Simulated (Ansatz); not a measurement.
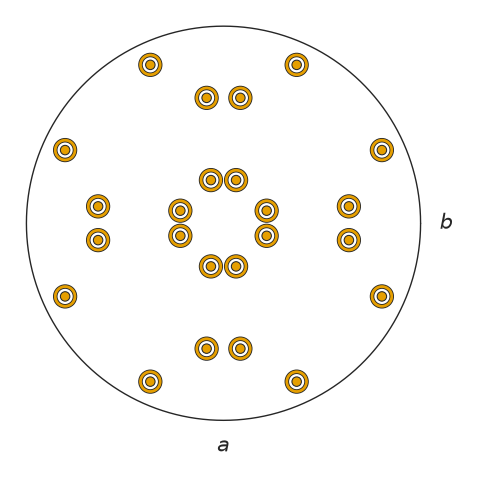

Stereographic projection: filled dots lie in the upper hemisphere, open rings in the lower. The c axis points at the viewer. The poles are all faces of one general form. Computed from the symmetry operations of a computed or model structure of composition Ti, which need not be its known form.

**Which point group is this?**

m-3m (Oh), order 48, cubic system: three fourfold axes, four threefold axes, six twofold axes, nine mirror planes, an inversion centre.

**Which physical properties does it allow?**

It is centrosymmetric, so neither piezoelectric nor pyroelectric; it is not chiral.
